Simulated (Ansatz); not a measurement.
Co2Si

Input file:

```
crystal:
  lattice:
    - [2.6394191644, 0.0, 0.0]
    - [0.0, 2.6394191644, 0.0]
    - [0.0, 0.0, 5.0395162494]
  atoms:
    - { symbol: Co, position: [0.0, 0.0, 0.7757232356], spin: -0.37 }
    - { symbol: Co, position: [0.0, 0.0, 0.2242767644], spin: -0.37 }
    - { symbol: Si, position: [0.5, 0.5, 0.5] }
basis:
  ecutwfc: 420
kpoints:
  mp_grid: { grid: [18, 18, 10] }
hamiltonian:
  xc: pbe
scf:
  occupations: { method: gaussian, width: 0.1 }
output:
  forces: true
  stress: true
  eigenvalues: true
  populations: true
  write_density: true
  write_potential: true
  elf: true
  volumetric_format: npy
magnetization:
  spin_polarized: true
relax:
  adjacent_minimum: "off"
  f_tol: 0.01
  max_steps: 80
  cell: { stress_tol: 0.05 }
```

Command:

```sh
ansatz run input.yaml --threads 1 --pin off --max-ram 2560MiB --backend cpu --events-out ev --progress --plain --runs-dir out
```

Below, planes, directions and counts refer to the conventional cell (a = 2.63 Å, b = 2.63 Å, c = 5.04 Å, α = 90.00°, β = 90.00°, γ = 90.00°).

The fields are those of the run's last geometry, not of the input's.

Space group P4/mmm; a structure generated by program, which may or may not match a known phase; the program warned that a starting moment wasn't kept; spin-polarised, but the moments vanished.

Method: DFT PBE, scalar-relativistic, plane waves, PAW in Ansatz 0.2.0.

Predict the valence pseudo-density and electron localisation function between the atoms.

Co–Co (2.25 Å): ρ at the midpoint is about 0.45 e/Å³; the ELF is about 0.25 at the midpoint: no localised pair shows between them.
Co–Si (2.33 Å): the density is about 0.47 e/Å³ at the midpoint; the ELF peaks at about 0.65 in the valence shell of Si, 0.9 Å from its nucleus, and is about 0.45 at the midpoint.

Metal or insulator at this level of theory?

It is gapless in this calculation (a metal or semimetal).

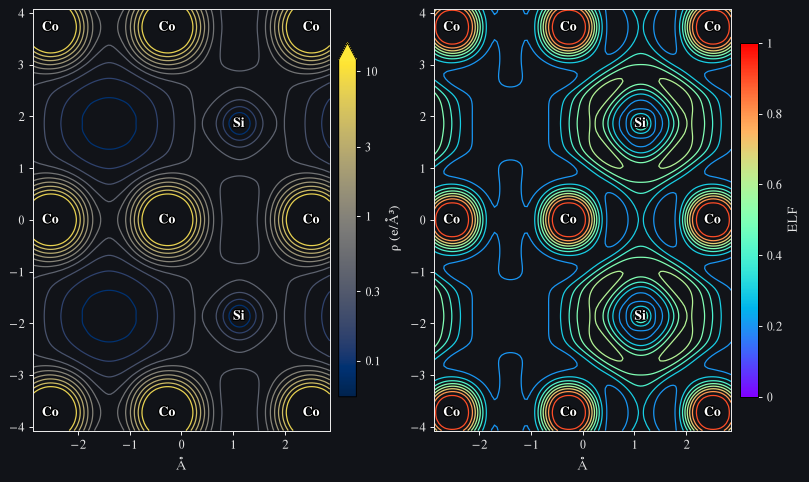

Computed valence pseudo-density and electron localisation function on the (11̄0) plane of the conventional cell, in this order. 

Core electrons are frozen (PAW), and the valence fields are smoothed inside the atomic spheres.
